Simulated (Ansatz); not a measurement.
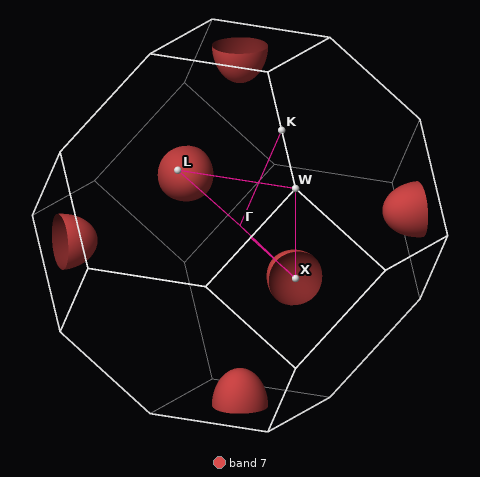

Constant-energy surfaces of Li$_{2}$S (Fm-3m), 0.30 eV above the conduction-band minimum (one colour a band).

These are results of DFT LDA, scalar-relativistic, plane waves, PAW; levels and slopes on a dense k mesh at the converged density in Ansatz, not measurements. No spin polarisation. k mesh for the levels: 34×34×34. Unrelaxed database geometry.

Masses come from a second pass at points close to the extrema; at the energies drawn a band may no longer be parabolic.

### Describe the band extrema that these surfaces surround.

Band 7 forms the conduction edge. Within this energy: three equivalent minima at X, principal masses 0.33, 0.33 and 0.63 mₑ. Further from the edge, not drawn: one minimum at Γ, 0.91 eV above the edge, mass 0.39 mₑ in all directions.

### And the gap?

The gap is indirect, 3.17 eV at this level of theory (semilocal functionals give gaps that are too small, and can reorder valleys that lie close).

Where one band's surface lies inside another's, the outer one hides all or part of it.

Spin-orbit coupling, left out here, can split bands that meet at an edge and change their masses.
